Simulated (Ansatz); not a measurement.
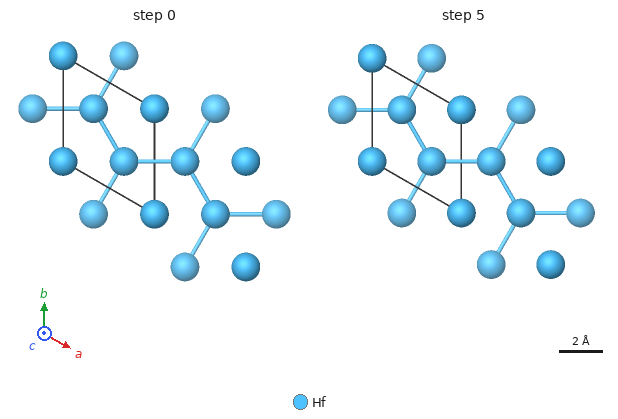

The structure of crystalline Hf (set up in P6/mmm) before (left) and after (right) a relaxation, at one scale.

Style: ball-and-stick. Shown: the cell of the calculation, repeated 2 × 1 × 1 with one cell outlined, along the c axis.

The run lets cell and atoms move.

Level of theory: Kohn-Sham DFT of a periodic cell, PBEsol, Ansatz PAW in Ansatz.

Input file:
```yaml
crystal:
  lattice:
    - [4.962329544, 0.0, 0.0]
    - [-2.481164772, 4.297503447, 0.0]
    - [0.0, 0.0, 3.08623225]
  atoms:
    - { symbol: Hf, position: [0.0, 0.0, 0.0] }
    - { symbol: Hf, position: [0.3333333333, 0.6666666667, 0.5] }
    - { symbol: Hf, position: [0.6666666667, 0.3333333333, 0.5] }
hamiltonian:
  xc: pbesol
  pseudopotentials: { kind: paw }
kpoints:
  mp_grid: { grid: [6, 6, 9] }
scf:
  occupations: { method: fermi_dirac, width: 0.05 }
output:
  forces: true
  stress: true
  eigenvalues: true
  write_density: true
  write_potential: true
  elf: true
  volumetric_format: npy
relax:
  f_tol: 0.01
  max_steps: 40
  cell: { stress_tol: 0.05, p_target: 5.0 }
```

Command:
```bash
ansatz run input.yaml --threads 2 --pin off --max-ram 5632MiB --backend cpu --events-out ev --progress --plain --runs-dir out
```

Question: What changed between the two?

Answer: After 3 accepted moves (5 points after the start) the energy has risen by 25.1 meV per cell of the calculation. With the target pressure of 5 GPa, the enthalpy E + pV changes by −0.105 eV per cell of the calculation. All forces vanish by symmetry, so only the cell relaxes. Pressure: −2.68 GPa at the start and 5.00 GPa at the end. The line search rejected the trial step at point 1 of the run. The SCF was repeated once at an unchanged geometry on a basis and grid sized afresh for the cell, which shifted the energy by 1.1 meV per cell of the calculation at most. No atom moves by more than 0.005 Å relative to the cell. Cell: a = b 4.962 → 4.850 Å (−2.3 %), c 3.086 → 3.027 Å (−1.9 %). Volume −6.3 %. Among the contacts that change: Hf–Hf 3.254 → 3.183 Å, Hf–Hf 2.865 → 2.800 Å, Hf–Hf 3.086 → 3.027 Å. The space group stays P6/mmm (No. 191).
